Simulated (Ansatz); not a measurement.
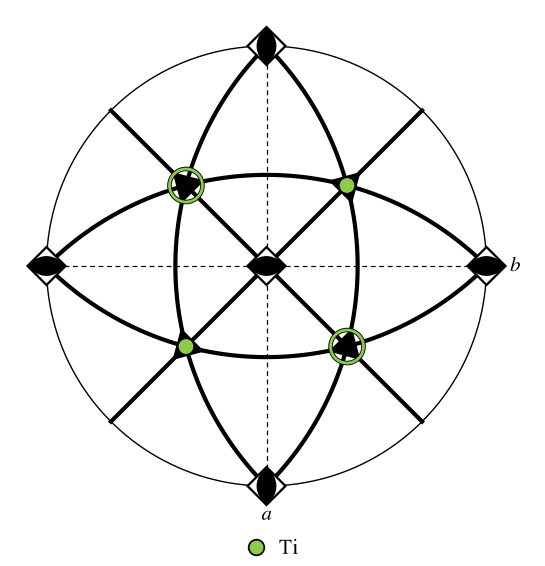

Crystal: Ti, the input geometry of an electronic-structure calculation (not necessarily at equilibrium); the starting structure was generated, so it need not be a known form of this composition. Directions from one titanium atom at (3/4, 3/4, 3/4) to its bonded neighbours, in stereographic projection down c (filled: above the plane of the page or in it, open: below). The drawing is computed from the coordinates (standard cell, symmetry found to 0.002 Å).

Neighbours are counted up to 2.60 Å for Ti. The symmetry elements of the site are drawn in: heavy lines are mirror planes (a heavy rim: a mirror in the plane of the page); lens, triangle, square and hexagon are 2-, 3-, 4- and 6-fold axes, a lens in an open square is −4, a triangle in an open hexagon −6; thin dashed diameters join the ends of axes that lie in the page; a small open circle marks inversion.

```cif
data_structure
_symmetry_space_group_name_H-M 'P 1'
_symmetry_Int_Tables_number 1
_cell_length_a 5.3609
_cell_length_b 5.3609
_cell_length_c 5.3609
_cell_angle_alpha 90.000
_cell_angle_beta 90.000
_cell_angle_gamma 90.000
_cell_volume 154.07
loop_
_atom_site_label
_atom_site_type_symbol
_atom_site_fract_x
_atom_site_fract_y
_atom_site_fract_z
_atom_site_occupancy
Ti1 Ti 0.75000 0.75000 0.75000 1
Ti2 Ti 0.00000 0.50000 0.00000 1
Ti3 Ti 0.75000 0.25000 0.25000 1
Ti4 Ti 0.00000 0.00000 0.50000 1
Ti5 Ti 0.25000 0.75000 0.25000 1
Ti6 Ti 0.50000 0.50000 0.50000 1
Ti7 Ti 0.25000 0.25000 0.75000 1
Ti8 Ti 0.50000 0.00000 0.00000 1
```

How many neighbours are there, and at what angles?

Answer. 4: 4 Ti at 2.32 Å. Angles between bonds: 109° (6×).

What is the site's symmetry in the crystal?

Answer. Point group -43m (Td), order 24: three −4 axes, four threefold axes, six mirror planes. In Fd-3m, No. 227, origin choice 1 this is Wyckoff position 8b.
